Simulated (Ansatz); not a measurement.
**Single-point calculation of Al$_{3}$Cu$_{2}$**

- system: Al$_{3}$Cu$_{2}$ (5 atoms in the cell)
- method: DFT LDA, scalar-relativistic, plane waves, PAW, no spin polarisation (Ansatz 0.2.0)

The structure derives from a Materials Project entry. Figures and captions count atoms from 1; the log counts them from 0 in places.

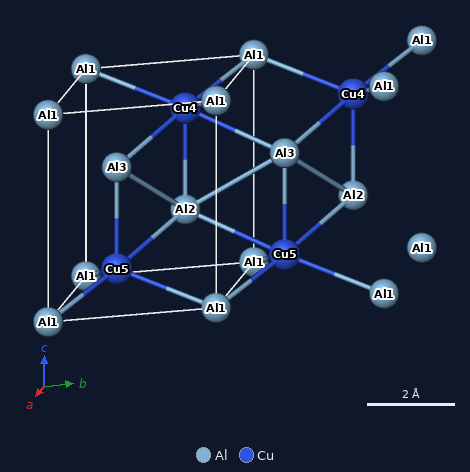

The structure as given in the input (ball-and-stick view of the cell of the calculation, repeated 1 × 2 × 1, seen slightly off an axis; atoms are numbered from 1 in the order of the input).

Input
```yaml
crystal:
  lattice:
    - [4.0919516368, 0.0, 0.0]
    - [-2.0459758184, 3.5437340685, 0.0]
    - [0.0, 0.0, 4.9927787]
  atoms:
    - { symbol: Al, position: [0.0, 0.0, 0.0] }
    - { symbol: Al, position: [0.33333333, 0.66666667, 0.34992535] }
    - { symbol: Al, position: [0.66666667, 0.33333333, 0.65007465] }
    - { symbol: Cu, position: [0.33333333, 0.66666667, 0.83951213] }
    - { symbol: Cu, position: [0.66666667, 0.33333333, 0.16048787] }
basis:
  ecutwfc: 420
kpoints:
  mp_grid: { grid: [6, 6, 4] }
hamiltonian:
  xc: lda
scf:
  occupations: { method: gaussian, width: 0.1 }
output:
  forces: true
  stress: true
  eigenvalues: true
```

Machine: 2 threads of Oxide Virtual Turin-like (Zen 5), 32 GiB of memory available, shared host.

Run as:
```bash
ansatz run input.yaml --threads 2 --pin off --max-ram 6144MiB --backend cpu --events-out ev --progress --plain --runs-dir out
```

Output
```
Engine: ansatz 0.2.0, x86_64-unknown-linux-gnu
Pseudopotentials: kind: paw
Pseudopotential: Al, paw, valence charge 3, recommended cutoff 420 eV (normal), Al.paw.azcp
Pseudopotential: Cu, paw, valence charge 19, recommended cutoff 420 eV (normal), Cu.paw.azcp
Functional definition: SPW92
  exchange = slater_x
  correlation = pw_c
Crystal: 5 atoms, lattice volume = 72.399 Å³
Basis set: ecut = 420 eV, 1397 PW (Γ)
Bands: 29, of which v1, the nominal top of the filled ones, is band 24 counted from 1 (23 counted from 0)
Symmetry: 12 space group operations
Space group: P-3m1 (ITA 164), of the structure as read, at distance tolerance 4.2e-5 Å
k-points: 24 of 144
Non-local potential: Al, projectors of the file, l = 0: 2, l = 1: 2, l = 2: 1
Non-local potential: Cu, projectors of the file, l = 0: 3, l = 1: 2, l = 2: 3, l = 3: 1
PAW form: soft (Blöchl's): semilocal exchange-correlation on the pseudo side does not see the compensation charge
PAW frozen core: Al, regenerated for the run's functional, and the local potential with it (the file was generated under x = pbe(κ = 0.804, μ = 0.2195149727645171), c = pbe(β = 0.06672455060314922))
PAW frozen core: Cu, regenerated for the run's functional, and the local potential with it (the file was generated under x = pbe(κ = 0.804, μ = 0.2195149727645171), c = pbe(β = 0.06672455060314922))
PAW one-centre angular grid: Al, 110 points (default); XC on 64 Gauss nodes
PAW one-centre angular grid: Cu, 590 points (default); XC on 64 Gauss nodes
Initial density: superposition of atomic densities (neutral atoms: chi_scale 0, normalization atom), corrected by the library's trained network
Initial wavefunctions: pseudopotential atomic-orbital guess
Functional: x = slater, c = lda
SCF iter   1: F=—  HF=-14650.995935 eV  |F-HF|=—  |Δ(HF+E_count)|=         —  Δρ=1.08e-2  dr2=3.61e-2  ethr=1.77e-3  ⟨swp⟩=6.2  Hψ=3119  notcnv=0
preconditioner: auto → Kerker (q_TF=auto, 2.539 Å⁻¹)  [metal: Δε(μ)=0.030 eV  Ē_g=7.607 eV  σ=0.100 eV  W_gap=0.17  n_scr=22 (ndim 8)  ℏωp=24.3 eV  f_vac=0.001  D(μ)=2.30/eV (n_scr^D=20)]
SCF iter   2: F=—  HF=-14650.987033 eV  |F-HF|=—  |Δ(HF+E_count)|=   8.90e-3  Δρ=2.42e-3  dr2=3.89e-3  ethr=7.67e-5  ⟨swp⟩=2.0  Hψ=1312  notcnv=0  defer=22
SCF iter   3: F=—  HF=-14650.986336 eV  |F-HF|=—  |Δ(HF+E_count)|=   6.98e-4  Δρ=1.79e-3  dr2=1.38e-3  ethr=8.27e-6  ⟨swp⟩=2.0  Hψ=849  notcnv=0  defer=22
SCF iter   4: F=—  HF=-14650.986071 eV  |F-HF|=—  |Δ(HF+E_count)|=   2.65e-4  Δρ=2.89e-4  dr2=5.43e-5  ethr=2.93e-6  ⟨swp⟩=1.0  Hψ=668  notcnv=0  defer=22
SCF iter   5: F=—  HF=-14650.986063 eV  |F-HF|=—  |Δ(HF+E_count)|=   8.30e-6  Δρ=3.05e-5  dr2=6.38e-7  ethr=1.15e-7  ⟨swp⟩=1.2  Hψ=686  notcnv=0  defer=22
SCF iter   6: F=—  HF=-14650.986063 eV  |F-HF|=—  |Δ(HF+E_count)|=   1.56e-7  Δρ=2.01e-5  dr2=3.16e-7  ethr=2.13e-10  ⟨swp⟩=8.5  Hψ=3241  notcnv=0
SCF iter   7: F=-14650.986063 eV  HF=-14650.986063 eV  |F-HF|=6.09e-9  |Δ(HF+E_count)|=   4.47e-8  Δρ=2.43e-6  dr2=6.31e-9  ethr=2.13e-10  ⟨swp⟩=2.2  Hψ=2404  notcnv=0
SCF 1 converged in 7 iterations: F = -14650.986063 eV  dr2 = 6.31e-9
  greatest PAW one-centre occupation: 1.000 electrons in one spin orbital (limit 2), on the Cu atom at site 4 (counted from 0), in its partial waves of l = 0
SCF converged after 7 iterations
Free energy (F): -14650.986063 eV
Harris-Foulkes:  -14650.986063 eV  (|F-HF|=6.09e-9)
Internal energy: -14650.974381 eV  (E = F + TS)
E sigma→0 (E₀):  -14650.980222 eV
Entropy (-TS):   -0.011682 eV (-2.336 meV/atom)
Fermi energy:    11.055497 eV
--- Per-component energies (eV) ---
  E_band       = -936.161537
  E_kinetic    = 673.061580
  E_local      = -11619.872395  (includes V_loc(G=0)·N_el)
  E_nonlocal   = 810.269479
  E_hartree    = 5212.221567
  E_xc         = -299.537007
  E_vxc        = -323.427384  (∫ρ·V_xc dr)
  E_paw        = -4507.866177  (= ΣΔE_a)
  E_vpaw       = -900.638951  (= ΣTr[D̂ρ^β])
  E_aug_tail   = 0.000410  (compensation charges beyond the density's cutoff)
  E_ewald      = -4920.318308
  E_core_change = 1.066470  (= ΣΔE_core)
  E_smearing   = -0.011682  (= −TS)
  E_closure    = -0.000000  (closes the sum)
  Σ components = -14650.986063   (vs F -14650.986063, Δ=0.00e0)
--- Forces (eV/Å), atoms counted from 1 ---
  atom   1  Al     0.00000000    -0.00000000     0.00000000
  atom   2  Al     0.00000000    -0.00000000    -0.05217137
  atom   3  Al     0.00000000     0.00000000     0.05217137
  atom   4  Cu    -0.00000000    -0.00000000     0.04407809
  atom   5  Cu    -0.00000000     0.00000000    -0.04407809
  max |Σ_I F_I| component: 2.31e-18 eV/Å
--- Stress (GPa, compression-positive) ---
       -3.741791       0.000000      -0.000000
        0.000000      -3.741791      -0.000000
       -0.000000      -0.000000      -2.546231
  P = ⅓ Tr σ = -3.3433 GPa (-33.433 kbar)
--- Band table (eV; the first three rows and the last of 24) ---
  k-point 0: bands = ["-102.4031", "-102.4017", "-60.2096", "-60.2052", "-60.2052", "-60.2037", "-60.1987", "-60.1987", "-0.1688", "4.6319", "5.1798", "5.7161", "5.7161", "6.0768", "6.0768", "6.5497", "6.5497", "6.9562", "6.9562", "7.4055", "7.4554", "10.9324", "10.9324", "12.4805", "12.4805", "13.5518", "13.9550", "16.3809", "16.3809"]
  k-point 1: bands = ["-102.4031", "-102.4017", "-60.2096", "-60.2052", "-60.2052", "-60.2038", "-60.1987", "-60.1987", "0.1788", "3.1756", "5.5475", "5.6728", "5.6728", "6.0478", "6.0478", "6.6287", "6.6287", "6.7357", "6.9492", "6.9492", "9.9059", "11.3267", "11.3267", "12.6582", "12.6582", "13.6349", "14.1508", "14.5641", "14.5641"]
  k-point 2: bands = ["-102.4031", "-102.4017", "-60.2096", "-60.2052", "-60.2052", "-60.2038", "-60.1987", "-60.1987", "0.8637", "1.8894", "5.6354", "5.6354", "5.6588", "6.0167", "6.0167", "6.6521", "6.7282", "6.7282", "6.9178", "6.9178", "12.2930", "12.2930", "12.4394", "12.4394", "12.8706", "13.5624", "13.5624", "13.5792", "14.1781"]
  k-point 23: bands = ["-102.4024", "-102.4024", "-60.2090", "-60.2090", "-60.2062", "-60.1997", "-60.1997", "-60.1978", "4.2715", "4.4122", "4.4122", "4.7889", "4.7889", "5.6492", "6.2759", "6.2759", "6.3005", "6.6355", "6.9285", "6.9285", "7.2346", "7.2793", "7.2793", "8.6790", "15.8257", "16.2400", "16.2400", "17.0692", "17.0692"]
```

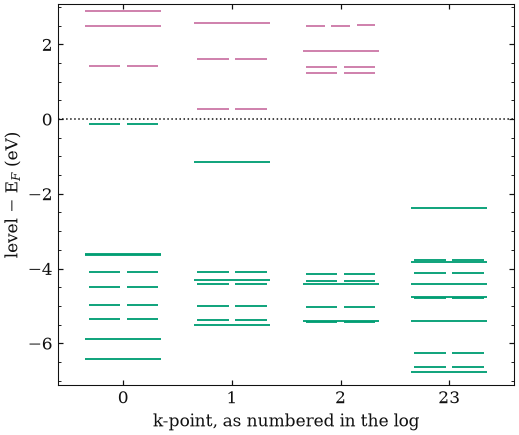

Kohn–Sham levels near the Fermi level (dotted) at the few k-points that the log prints; levels within 0.02 eV of each other stand side by side. The system is metallic on the full mesh.

Key numbers

| quantity | value |
| --- | --- |
| outcome | converged |
| space group (tolerance 0.01 Å) | P-3m1 (164) |
| electrons treated | 47 |
| free energy | −14650.9861 eV |
| Fermi energy | 11.055 eV |
| gap on the k-point mesh | none (metallic) |
| pressure | −3.34 GPa |
| largest force (length of the vector) | 0.052 eV/Å |
| wall time | 3.3 s (CPU time 4.4 s) |
| peak memory | 0.4 GiB |
